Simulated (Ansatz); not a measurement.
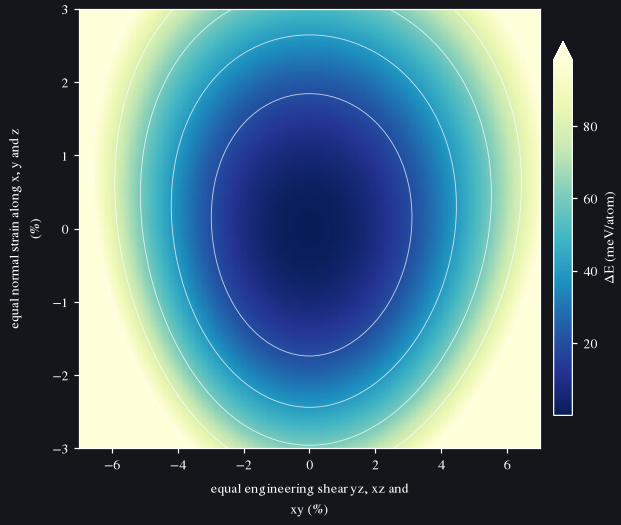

Energy landscape of AlGa3N4 (P-43m, No. 215; 8 atoms in the cell). The energy is mapped over two homogeneous strains (x, y and z along the cube axes). Coordinates scanned: (1) equal engineering shear yz, xz and xy; (2) equal normal strain along x, y and z. Nothing is relaxed (fractional coordinates fixed). The scan uses a 7 × 7 grid. Points are written as (first, second). Energies: meV/atom, counted from the lowest grid point. Method: DFT LDA, scalar-relativistic, plane waves, PAW (Ansatz 0.2.0). Settings: cutoff 520 eV, k-mesh 6×6×6, gaussian smearing 0.05 eV, no spin polarisation.

The picture shows a smooth colour map with a few white contour lines, one colour for all values above the top of the scale. Between grid points the surface is interpolated. 

Describe this landscape.

Answer. The lowest grid point is at (0.00 %, 0 %). No other kind of well shows on this grid. The highest grid point, (−7.00 %, −3 %), lies 219 meV/atom above the lowest. Round the minimum the two coordinates are nearly uncoupled. The gap on the k-mesh is 2.6 eV at the lowest point and runs from 1.6 to 3.2 eV over the map.

Grid values (meV/atom):

| second ↓, first → | −7.00 | −4.67 | −2.33 | 0.00 | 2.33 | 4.67 | 7.00 |
| --- | --- | --- | --- | --- | --- | --- | --- |
| 3 | 139 | 88 | 60 | 51 | 59 | 84 | 123 |
| 2 | 121 | 65 | 33 | 23 | 33 | 60 | 103 |
| 1 | 113 | 52 | 17 | 6 | 16 | 46 | 94 |
| 0 | 118 | 51 | 12 | 0 | 11 | 44 | 97 |
| −1 | 137 | 62 | 20 | 6 | 19 | 55 | 113 |
| −2 | 170 | 88 | 41 | 27 | 40 | 80 | 144 |
| −3 | 219 | 129 | 78 | 62 | 77 | 120 | 190 |

The whole map (49 points run) took 5.7 min on 2 threads of Arm Neoverse V2, with other jobs on the host.

PAW datasets: the set soft_1.
